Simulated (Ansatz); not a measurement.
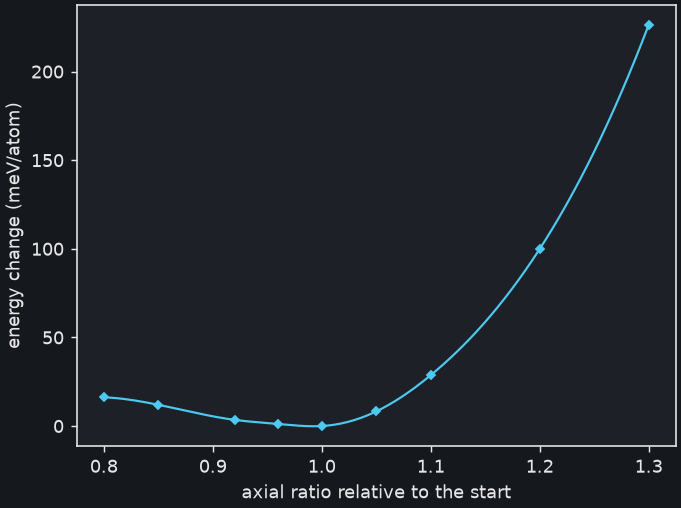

The figure shows the energy change against relative axial ratio.

Computed with Ansatz 0.2.0: deformation of a crystal at fixed volume, lengths along the axis scaled against those across it, fractional coordinates fixed, by plane-wave density functional theory with PAW datasets, free energies less that of the undisturbed cell, pressure positive in compression; scalar-relativistic. Level: PBE, no spin polarisation.

**For which of these solids was it computed?**
A. Cd, P6_3/mmc (No. 194), 21.6 Å³/atom, path axial
B. Pb, Fm-3m (No. 225), 30.1 Å³/atom, path tetragonal
C. LiCl, Fm-3m (No. 225), 16.9 Å³/atom, path trigonal

A, Cd: energy change from 0 meV/atom to 226 meV/atom. The others give: Pb, energy change from 0 meV/atom to 261 meV/atom; LiCl, energy change from 0 meV/atom to 1349 meV/atom.

For Cd, limits of the calculation: reference crystal is not relaxed; shape and atomic fractions are frozen while scaling, which makes layered, chain and framework solids too stiff.

For LiCl, limits of the calculation: gap closes along the scan on a mesh chosen for the insulator; reference crystal is not relaxed.

For Pb, limits of the calculation: reference crystal is not relaxed.
